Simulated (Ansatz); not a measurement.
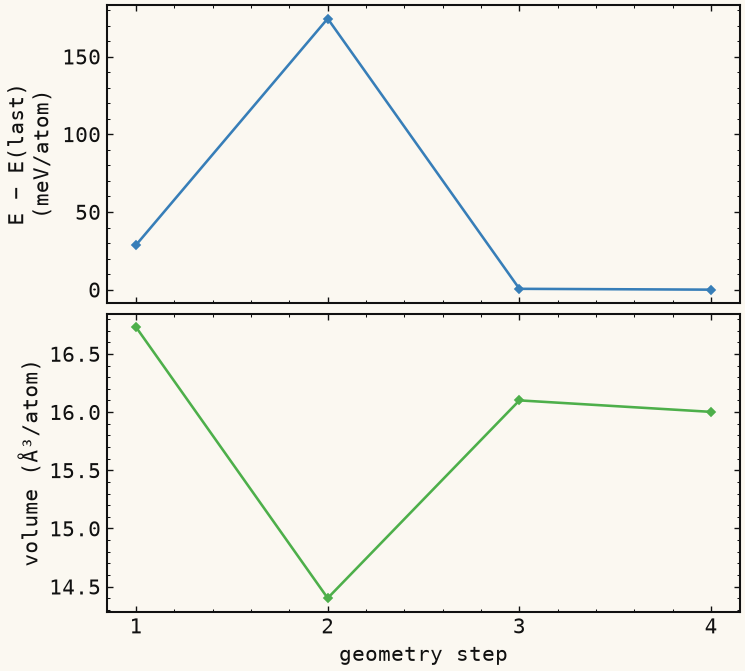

The picture comes from a calculation with Ansatz.

History of a geometry optimisation. Atoms and cell relax. A closing SCF on a freshly chosen basis isn't drawn.

```
crystal:
  lattice:
    - [0.0, -2.03, -2.03]
    - [2.03, 0.0, -2.03]
    - [2.03, -2.03, 0.0]
  atoms:
    - { symbol: W, position: [0.0, 0.0, 0.0] }
basis:
  ecutwfc: 420
kpoints:
  mp_grid: { grid: [8, 8, 8] }
hamiltonian:
  xc: pbesol
scf:
  occupations: { method: gaussian, width: 0.1 }
output:
  forces: true
  stress: true
  eigenvalues: true
relax:
  adjacent_minimum: "off"
  f_tol: 0.05
  max_steps: 80
  cell: { stress_tol: 0.5 }
```

**How did it end, and what did it gain?**

The optimisation met its thresholds at geometry 4, counting the start as the first. The energy fell by about 29 meV/atom from the first step to the last. Step 2 went uphill and was rejected by the line search. All forces vanish by symmetry, so only the cell moves.

**Was the starting cell too large or too small?**

The volume shrinks from 16.7 to 16.0 Å³ per atom (−4 %), overshooting to 14.4 at step 2. The start was expanded.
